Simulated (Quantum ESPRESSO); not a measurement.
# Energy of Li along an even scaling of the cell

System: Li (Im-3m, 1 atom in the cell).
Method: Kohn-Sham DFT of a periodic cell, PBE, SSSP 1.3 efficiency PBE, no spin polarisation (Quantum ESPRESSO 7.5).

The 7 runs differ only in the geometry, by an even scaling of the cell at fixed fractional positions. The structure derives from an entry of the Crystallography Open Database.

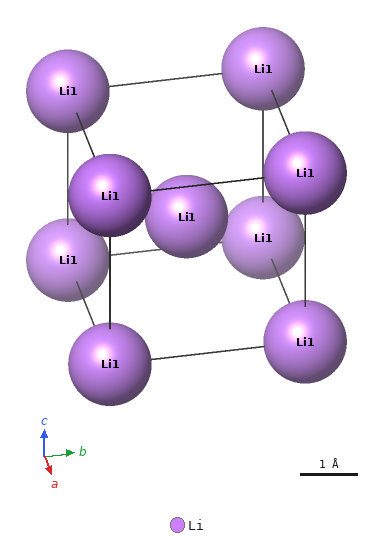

Figure 1. The structure of run 4 (spheres-only view of the cell 2 times as large as that of the calculation, set on its symmetry axes, seen at an oblique angle; atoms are numbered from 1 in the order of the input).

### Input file of run 4
```
&CONTROL
  calculation = 'scf'
  prefix = 'pwscf'
  outdir = './tmp'
  pseudo_dir = './pseudo'
  tprnfor = .true.
  tstress = .true.
  disk_io = 'low'
/
&SYSTEM
  ibrav = 0
  nat = 1
  ntyp = 1
  ecutwfc = 55
  ecutrho = 440
  nbnd = 6
  occupations = 'smearing'
  smearing = 'fd'
  degauss = 0.00367493
/
&ELECTRONS
  conv_thr = 2d-10
  electron_maxstep = 120
  mixing_beta = 0.5
/
ATOMIC_SPECIES
Li     6.9400 li_pbe_v1.4.uspp.F.UPF
CELL_PARAMETERS angstrom
  -1.7546500000    1.7546500000    1.7546500000
   1.7546500000   -1.7546500000    1.7546500000
   1.7546500000    1.7546500000   -1.7546500000
ATOMIC_POSITIONS crystal
Li     0.0000000000    0.0000000000    0.0000000000
K_POINTS automatic
11 11 11 0 0 0
```

### File pp_density.in of run 4
```
&INPUTPP
  prefix = 'pwscf'
  outdir = './tmp'
  filplot = 'density.dat'
  plot_num = 0
/
&PLOT
  nfile = 1
  filepp(1) = 'density.dat'
  iflag = 3
  output_format = 6
  fileout = 'density.cube'
/
```

### File pp_potential.in of run 4
```
&INPUTPP
  prefix = 'pwscf'
  outdir = './tmp'
  filplot = 'potential.dat'
  plot_num = 11
/
&PLOT
  nfile = 1
  filepp(1) = 'potential.dat'
  iflag = 3
  output_format = 6
  fileout = 'potential.cube'
/
```

Command:
```bash
OMP_NUM_THREADS=1 pw.x -in pw.in > pw.out
OMP_NUM_THREADS=1 pp.x -in pp_density.in > pp_density.out
OMP_NUM_THREADS=1 pp.x -in pp_potential.in > pp_potential.out
```

Lattice vectors (Å) and fractional positions of run 4:
```
  -1.754650    1.754650    1.754650
   1.754650   -1.754650    1.754650
   1.754650    1.754650   -1.754650
Li  0.000000  0.000000  0.000000
```

Run 5 has the same physical settings and fractional positions; its lattice vectors (Å) are:
```
  -1.766271    1.766271    1.766271
   1.766271   -1.766271    1.766271
   1.766271    1.766271   -1.766271
```

### Results, with one run withheld

| run | volume per atom (Å³) | free energy per atom, from the lowest run given (meV) | pressure (GPa) |
| --- | --- | --- | --- |
| 1 | 20.312 | 0.00 | −0.04 |
| 2 | 20.744 | 0.50 | −0.33 |
| 3 | 21.177 | 1.72 | −0.58 |
| 4 | 21.609 | 3.60 | −0.81 |
| 5 | 22.041 | ? | ? |
| 6 | 22.473 | 9.11 | −1.22 |
| 7 | 22.905 | 12.65 | −1.40 |

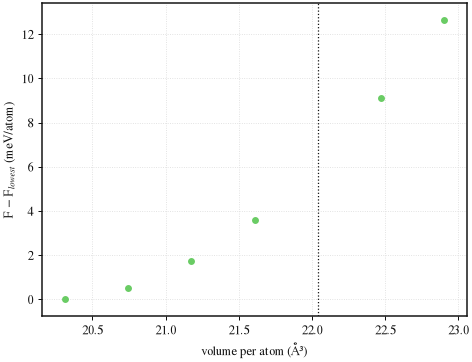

Figure 2. Free energy per atom of the runs given; the dotted line marks run 5.

What should run 5 give?

A cubic polynomial in V^(−2/3) (the Birch–Murnaghan form), fitted to the 6 runs given, misses them by under 0.01 meV per atom. With x = V^(−2/3) − 0.12931 Å⁻², it reads F = 3.0923 − 1179 x + 1.1397e+05 x² − 3.6312e+05 x³ (meV per atom). At run 5 it gives 6.08 meV per atom, and the run itself gives 6.08. The slope of the fit gives a pressure −dF/dV of −1.03 GPa there, and the run prints −1.03 GPa. The fit has no minimum inside this range.

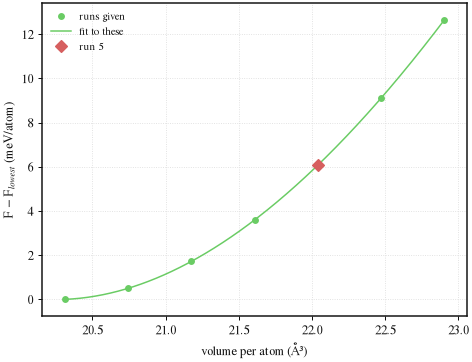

Figure 3. The fit and the withheld run.

### Some lines of the output (run 5)
```
[...]
     unit-cell volume          =     148.7402 (a.u.)^3
     number of k points=    56  Fermi-Dirac smearing, width (Ry)=  0.0037
     total energy              =     -14.48927030 Ry
     total energy              =     -14.46819823 Ry
     total energy              =     -14.47147370 Ry
     total energy              =     -14.47197684 Ry
     total energy              =     -14.47197897 Ry
     total energy              =     -14.47197899 Ry
     the Fermi energy is     0.7050 ev
!    total energy              =     -14.47197899 Ry
     The total energy is F=E-TS. E is the sum of the following terms:
     Computing stress (Cartesian axis) and pressure
          total   stress  (Ry/bohr**3)                   (kbar)     P=      -10.26
```
